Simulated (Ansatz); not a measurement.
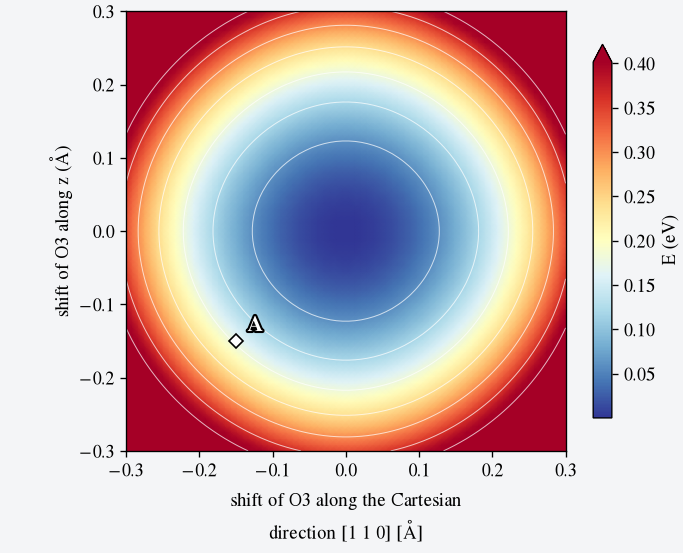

PbO (P4/nmm, No. 129; 4 atoms in the cell). Atom O3 is moved over a plane while all other atoms and the cell stay fixed (its periodic images move with it) (x along [1 0 0], y along [0 1 0], z along [0 0 1] of the conventional cell). Coordinates scanned: (1) shift of O3 along the Cartesian direction [1 1 0]; (2) shift of O3 along z. Grid: 5 × 5 points; 9 points were computed and 16 follow by symmetry. Points are written as (first, second). Energies are in eV per cell, from the lowest grid point. The reference cell is the one listed in the database, not relaxed at this level. Method: Ansatz, DFT PBE, scalar-relativistic, plane waves, PAW. Settings: cutoff 420 eV, k-mesh 8×8×6 in the order of the run's cell vectors, gaussian smearing 0.05 eV, no spin polarisation.

Drawn: a smooth colour map with a few white contour lines, one colour for all values above the top of the scale, the point A. Between grid points the surface is interpolated.

> Which way does the force act at A, and how strong is it?

A, at (−0.15 Å, −0.15 Å), is not a stationary point. The computed force is 1.7 eV/Å in the plane, pointing up and right in the picture (components 1.2 and 1.2 eV/Å).
